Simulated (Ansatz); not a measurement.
# HgTe: geometry relaxation

The run: geometry relaxation of HgTe (F-43m, 2 atoms in the cell). Method and program: DFT PBE, scalar-relativistic, plane waves, PAW, no spin polarisation (Ansatz 0.2.0).

The structure derives from an entry of the Crystallography Open Database. Figures and captions count atoms from 1; the log counts them from 0 in places.

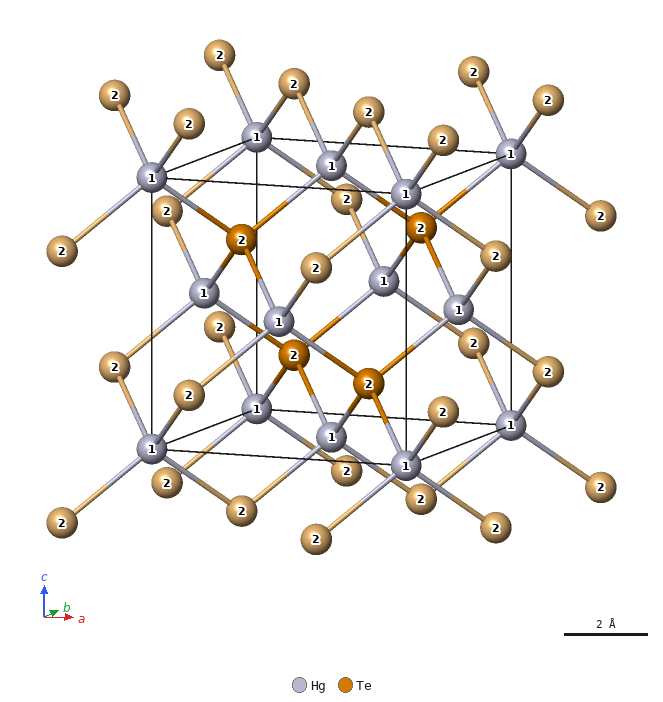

*The input geometry (ball-and-stick view of the cell 4 times as large as that of the calculation, set on its symmetry axes, seen slightly off an axis; neighbours outside the cell are drawn fainter; atoms are numbered from 1 in the order of the input). An atom can appear more than once, as a periodic image.*

Summary:

```tsv
quantity	value
outcome	converged
space group (tolerance 0.01 Å)	F-43m (216)
electrons treated	36
free energy	−20793.7497 eV
Fermi energy	7.474 eV
gap on the k-point mesh	none (metallic)
pressure	−0.03 GPa
final volume	73.61 Å³
largest force (length of the vector) at the end	under 0.001 eV/Å
final cell	a = 4.704 Å, b = 4.704 Å, c = 4.704 Å, α = 60.00°, β = 60.00°, γ = 60.00°
hardware	1 thread of Arm Neoverse V1, 24 GiB of memory available, shared host
wall time	27 s
peak memory	0.41 GiB
```

Notes:

Spin–orbit coupling is left out, which matters for Hg.

Input:
```yaml
crystal:
  lattice:
    - [0.0, 3.326407798, 3.326407798]
    - [3.326407798, 0.0, 3.326407798]
    - [3.326407798, 3.326407798, 0.0]
  atoms:
    - { symbol: Hg, position: [0.0, 0.0, 0.0] }
    - { symbol: Te, position: [0.25, 0.25, 0.25] }
basis:
  ecutwfc: 420
kpoints:
  mp_grid: { grid: [12, 12, 12] }
hamiltonian:
  xc: pbe
scf:
  occupations: { method: gaussian, width: 0.1 }
output:
  forces: true
  stress: true
  eigenvalues: true
  write_density: true
  write_potential: true
  elf: true
  volumetric_format: npy
relax:
  adjacent_minimum: "off"
  f_tol: 0.005
  max_steps: 80
  cell: { stress_tol: 0.05 }
```

Launch command:
```bash
ansatz run input.yaml --threads 1 --pin off --max-ram 2560MiB --backend cpu --events-out ev --progress --plain --runs-dir out
```

Log:
```
Engine: ansatz 0.2.0, aarch64-unknown-linux-gnu
Pseudopotentials: kind: paw
Pseudopotential: Hg, paw, valence charge 20, recommended cutoff 420 eV (normal), Hg.paw.azcp
Pseudopotential: Te, paw, valence charge 16, recommended cutoff 420 eV (normal), Te.paw.azcp
Functional definition: PBE
  parameter kappa = 0.804
  parameter beta = 0.06672455060314922
  exchange = pbe_x(kappa = kappa, mu = beta*pi^2/3)
  correlation = pbe_c(beta = beta)
Crystal: 2 atoms, lattice volume = 73.613 Å³
Basis set: ecut = 420 eV, 1459 PW (Γ), exchange–correlation on 64×64×64 points (8 copies of the dense FFT grid, shifted against one another)
Bands: 22, of which v1, the nominal top of the filled ones, is band 18 counted from 1 (17 counted from 0)
Symmetry: 24 space group operations
Space group: F-43m (ITA 216), of the structure as read, at distance tolerance 4.2e-5 Å
k-points: 72 of 1728 (time reversal used)
Non-local potential: Hg, projectors of the file, l = 0: 3, l = 1: 2, l = 2: 2, l = 3: 1
Non-local potential: Te, projectors of the file, l = 0: 2, l = 1: 2, l = 2: 2, l = 3: 2
PAW form: soft (Blöchl's): semilocal exchange-correlation on the pseudo side does not see the compensation charge
PAW one-centre angular grid: Hg, 590 points (default); XC on 64 Gauss nodes
PAW one-centre angular grid: Te, 590 points (default); XC on 64 Gauss nodes
Initial density: superposition of atomic densities (neutral atoms: chi_scale 0, normalization atom), corrected by the library's trained network
Initial wavefunctions: pseudopotential atomic-orbital guess
Functional: x = pbe(κ = 0.804, μ = 0.2195149727645171), c = pbe(β = 0.06672455060314922)
SCF iter   1: F=—  HF=-20793.749566 eV  |F-HF|=—  |Δ(HF+E_count)|=         —  Δρ=1.21e-3  dr2=2.53e-3  ethr=1.77e-3  ⟨swp⟩=5.9  Hψ=7396  notcnv=0
preconditioner: auto → none  [insulator: Δε(μ)=0.348 eV  Ē_g=10.222 eV  σ=0.100 eV  W_gap=0.84  n_scr=14 (ndim 8)  ℏωp=18.4 eV  f_vac=0.206  D(μ)=0.03/eV (n_scr^D=0)  ε∞_Penn≈4.2]
SCF iter   2: F=—  HF=-20793.749482 eV  |F-HF|=—  |Δ(HF+E_count)|=   8.46e-5  Δρ=5.50e-4  dr2=2.68e-4  ethr=7.02e-6  ⟨swp⟩=2.3  Hψ=2886  notcnv=0
SCF iter   3: F=—  HF=-20793.749585 eV  |F-HF|=—  |Δ(HF+E_count)|=   1.03e-4  Δρ=2.08e-4  dr2=3.00e-5  ethr=7.44e-7  ⟨swp⟩=2.0  Hψ=2161  notcnv=0
SCF iter   4: F=—  HF=-20793.749677 eV  |F-HF|=—  |Δ(HF+E_count)|=   9.29e-5  Δρ=7.83e-5  dr2=4.72e-6  ethr=8.33e-8  ⟨swp⟩=2.0  Hψ=2225  notcnv=0
SCF iter   5: F=—  HF=-20793.749701 eV  |F-HF|=—  |Δ(HF+E_count)|=   2.39e-5  Δρ=1.54e-5  dr2=1.54e-7  ethr=1.31e-8  ⟨swp⟩=2.0  Hψ=2235  notcnv=0
SCF iter   6: F=-20793.749703 eV  HF=-20793.749703 eV  |F-HF|=2.76e-8  |Δ(HF+E_count)|=   1.47e-6  Δρ=2.28e-6  dr2=4.59e-9  ethr=2.78e-10  ⟨swp⟩=12.3  Hψ=12025  notcnv=0
SCF 1 converged in 6 iterations: F = -20793.749703 eV  dr2 = 4.59e-9
  greatest PAW one-centre occupation: 1.000 electrons in one spin orbital (limit 2), on the Hg atom at site 0 (counted from 0), in its partial waves of l = 0
relax step   1: F+E_penalty+E_count = -20793.74970284 eV  Δ(F+E_penalty+E_count) = +0.000e0 eV  max|allowed force component| = 8.211e-17 eV/Å  Δτ_max = 0.0000 Å  P = -0.034 GPa  Ω = 73.613 Å³  (6 SCF iters, dr2 threshold 1.00e-7 eV, accepted)
Initial density: handed on by an earlier stage of this run
Initial wavefunctions: pseudopotential atomic-orbital guess (no wavefunctions were taken with the density)
iter 1 solved again at ethr=8.39e-8 eV; its pass at ethr=3.10e-3 eV (dr2=3.02e-5 eV) is discarded
SCF iter   1: F=—  HF=-20793.749702 eV  |F-HF|=—  |Δ(HF+E_count)|=         —  Δρ=2.34e-6  dr2=4.93e-9  ethr=8.39e-8  ⟨swp⟩=4.0  Hψ=11829  notcnv=0
eigensolver tolerance schedule: the retry pair's looser diagonalisation over-reported the residual by 6131.57 of it (diagonalisation noise at 0.20 of the residual, at the tolerance the schedule requests for it); recorded, not acted on — ethr = c·dr2/N_el stays at c = 1.0e-1
preconditioner: auto → none  [insulator: Δε(μ)=0.354 eV  Ē_g=10.207 eV  σ=0.100 eV  W_gap=0.85  n_scr=14 (ndim 8)  ℏωp=18.4 eV  f_vac=0.205  D(μ)=0.03/eV (n_scr^D=0)  ε∞_Penn≈4.2]
SCF iter   2: F=—  HF=-20793.749703 eV  |F-HF|=—  |Δ(HF+E_count)|=   9.01e-7  Δρ=1.27e-6  dr2=1.40e-9  ethr=1.37e-11  ⟨swp⟩=3.3  Hψ=3532  notcnv=0
SCF iter   3: F=—  HF=-20793.749703 eV  |F-HF|=—  |Δ(HF+E_count)|=   1.07e-8  Δρ=8.27e-7  dr2=7.02e-10  ethr=3.88e-12  ⟨swp⟩=2.2  Hψ=2244  notcnv=0
SCF iter   4: F=-20793.749703 eV  HF=-20793.749703 eV  |F-HF|=5.09e-11  |Δ(HF+E_count)|=  5.57e-10  Δρ=1.21e-7  dr2=1.93e-11  ethr=1.00e-12  ⟨swp⟩=5.4  Hψ=8787  notcnv=0
SCF 2 converged in 4 iterations: F = -20793.749703 eV  dr2 = 1.93e-11
relax step   2: F+E_penalty+E_count = -20793.74970284 eV  Δ(F+E_penalty+E_count) = -5.723e-9 eV  max|allowed force component| = 8.327e-17 eV/Å  Δτ_max = 0.0000 Å  P = -0.033 GPa  Ω = 73.613 Å³  stress off target by 3.35e-2 GPa  SCF on the basis re-selected at this cell (its energy is not comparable with the rows above)  (4 SCF iters)
```

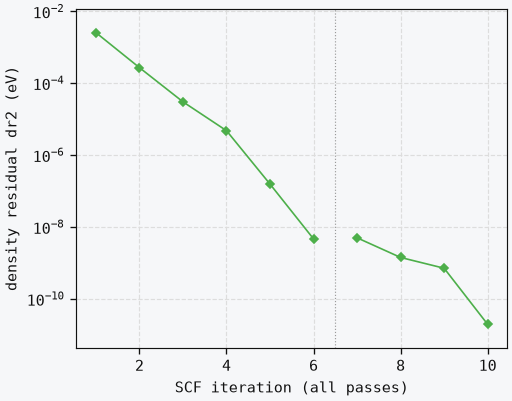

*Convergence of the self-consistent field: density residual dr2 against the SCF iteration. The dotted lines part the SCF passes of the relaxation: geometry steps, rejected trials and re-solves on a re-selected basis.*

The passes take 6 and 4 iterations.

```
basis re-selected at this cell: Δ(F+E_penalty+E_count) = -5.723e-9 eV, ΔP = +0.000 GPa vs the last step (what re-selecting the basis moved, of the pressure what is left beyond the Pulay correction that the steps carried, after the strain that the cell walked since its last selection, with what the two solves' SCF thresholds leave and, on support functions, any second-order correction that the steps lacked; it is no measure of the basis error at this ecutwfc). This SCF's stress stands 3.35e-2 GPa from its target on what of the cell is left free (relax.cell.stress_tol is 5.00e-2 GPa) and its largest allowed force component is 8.33e-17 eV/Å (relax.f_tol is 5.00e-3 eV/Å): within both
SCF converged after 4 iterations
Free energy (F): -20793.749703 eV
Harris-Foulkes:  -20793.749703 eV  (|F-HF|=5.09e-11)
Internal energy: -20793.749538 eV  (E = F + TS)
E sigma→0 (E₀):  -20793.749621 eV
Entropy (-TS):   -0.000165 eV (-0.082 meV/atom)
Fermi energy:    7.473950 eV
--- Per-component energies (eV) ---
  E_band       = -807.423854
  E_kinetic    = 782.740606
  E_local      = -4989.419159  (includes V_loc(G=0)·N_el)
  E_nonlocal   = -237.676358
  E_hartree    = 2411.609209
  E_xc         = -343.852046
  E_vxc        = -365.250788  (∫ρ·V_xc dr)
  E_paw        = -14606.748189  (= ΣΔE_a)
  E_vpaw       = -821.037550  (= ΣTr[D̂ρ^β])
  E_aug_tail   = 0.000731  (compensation charges beyond the density's cutoff)
  E_ewald      = -3810.404334
  E_smearing   = -0.000165  (= −TS)
  E_closure    = -0.000000  (closes the sum)
  Σ components = -20793.749703   (vs F -20793.749703, Δ=0.00e0)
--- Forces (eV/Å), atoms counted from 1 ---
  atom   1  Hg     0.00000000    -0.00000000     0.00000000
  atom   2  Te    -0.00000000     0.00000000     0.00000000
  max |Σ_I F_I| component: 1.11e-16 eV/Å
--- Stress (GPa, compression-positive) ---
       -0.033461       0.000000      -0.000000
        0.000000      -0.033461       0.000000
        0.000000       0.000000      -0.033461
  P = ⅓ Tr σ = -0.0335 GPa (-0.335 kbar)
--- Band table (eV; the first three rows and the last of 72) ---
  k-point 0: bands = ["-107.1571", "-55.6133", "-55.6133", "-55.6133", "-29.0865", "-29.0865", "-29.0865", "-29.0816", "-29.0816", "-4.0043", "0.5183", "0.5183", "0.5183", "0.9498", "0.9498", "6.4858", "7.4021", "7.4021", "7.4021", "11.7911", "11.7911", "11.7911"]
  k-point 1: bands = ["-107.1571", "-55.6133", "-55.6133", "-55.6133", "-29.0866", "-29.0865", "-29.0865", "-29.0816", "-29.0816", "-3.9752", "0.5264", "0.5264", "0.5311", "0.9490", "0.9490", "5.9757", "7.3352", "7.3352", "7.7557", "11.6877", "11.8872", "11.8872"]
  k-point 2: bands = ["-107.1571", "-55.6133", "-55.6133", "-55.6133", "-29.0866", "-29.0865", "-29.0865", "-29.0816", "-29.0816", "-3.8941", "0.5479", "0.5479", "0.5763", "0.9480", "0.9480", "5.1216", "7.1641", "7.1641", "8.1177", "11.7518", "12.1195", "12.1195"]
  k-point 71: bands = ["-107.1571", "-55.6134", "-55.6133", "-55.6133", "-29.0867", "-29.0865", "-29.0862", "-29.0816", "-29.0814", "-3.3720", "0.7095", "0.7360", "0.9088", "0.9290", "1.4348", "2.3883", "5.1706", "5.2139", "10.2976", "12.0977", "12.6598", "13.6915"]
--- Relaxed structure (1 steps of the walk, 1 accepted, 1 SCFs on fresh bases) ---
  F+E_penalty+E_count = -20793.74970284 eV   max|allowed force component| = 8.327e-17 eV/Å   (the final SCF, on the basis selected at the relaxed cell)
  cell:  # Å, volume = 73.6133 Å³
    - [0.0, 3.326407798, 3.326407798]
    - [3.326407798, 0.0, 3.326407798]
    - [3.326407798, 3.326407798, 0.0]
  atoms:
    - { symbol: Hg, position: [0.0, 0.0, 0.0] }
    - { symbol: Te, position: [0.24999999999999997, 0.24999999999999997, 0.24999999999999997] }
```

Trajectory as extended XYZ (Å, eV, eV/Å), 2 frames, from step=1 to step=2:
```
2
Lattice="0.0000 3.3264 3.3264 3.3264 0.0000 3.3264 3.3264 3.3264 0.0000" Properties=species:S:1:pos:R:3:forces:R:3 step=1 energy=-20793.74970 pressure_GPa=-0.03
Hg    0.0000    0.0000    0.0000    0.0000   0.0000   0.0000
Te    1.6632    1.6632    1.6632    0.0000   0.0000   0.0000
2
Lattice="0.0000 3.3264 3.3264 3.3264 0.0000 3.3264 3.3264 3.3264 0.0000" Properties=species:S:1:pos:R:3:forces:R:3 step=2 energy=-20793.74970 pressure_GPa=-0.03
Hg    0.0000    0.0000    0.0000    0.0000   0.0000   0.0000
Te    1.6632    1.6632    1.6632    0.0000   0.0000   0.0000
```

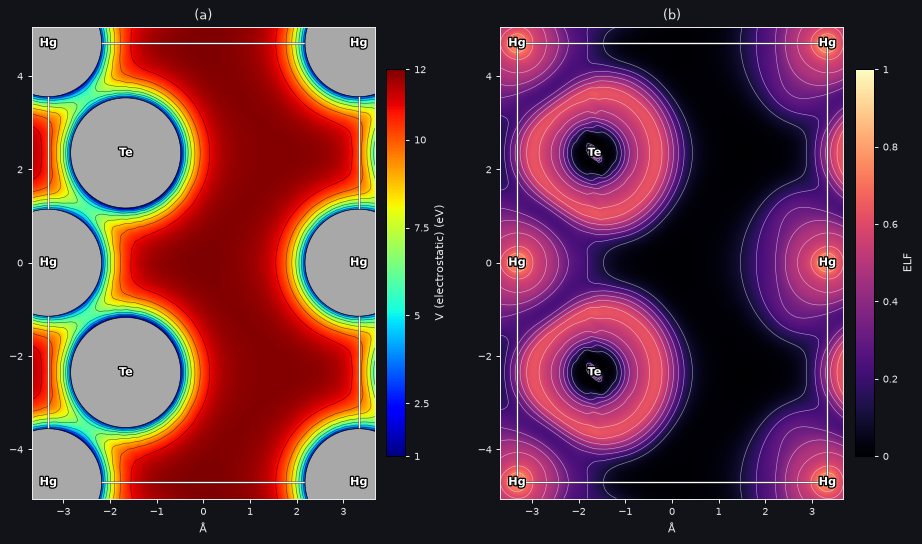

*(a) electrostatic potential energy of an electron; (b) ELF on the (011) plane of the conventional cell. Grey discs, where drawn, cover atomic cores.*

Hg–Te (2.88 Å): the ELF peaks at about 0.60 in the valence shell of Te, 1.2 Å from its nucleus, and drops to about 0.25 between the two atoms. The strong features right at Hg lie inside the PAW spheres (semicore, d or f shells) and say nothing about bonding. Outside the cores the potential energy rises away from the atoms and is highest about 2.9 Å from the nearest atoms; outside the discs it spans about 11 eV, and its zero is arbitrary. In a PAW calculation such maps are meaningful between the atoms, not at the nuclei.

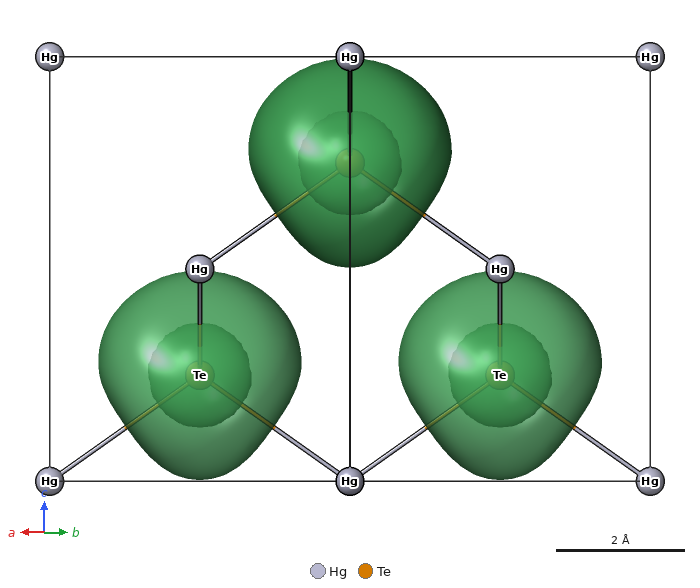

*Isosurface of the electron localisation function at 0.45 (green), seen along [110]. Only the valence region is drawn (cores and ρ < 0.01 e/Å³ removed). Sticks mark near contacts. The outline is the cell set on symmetry axes.*

Along the contacts the grid gives the following. Hg–Te (2.88 Å): the ELF peaks at about 0.60 in the valence shell of Te, 1.2 Å from its nucleus, and drops to about 0.25 between the two atoms.
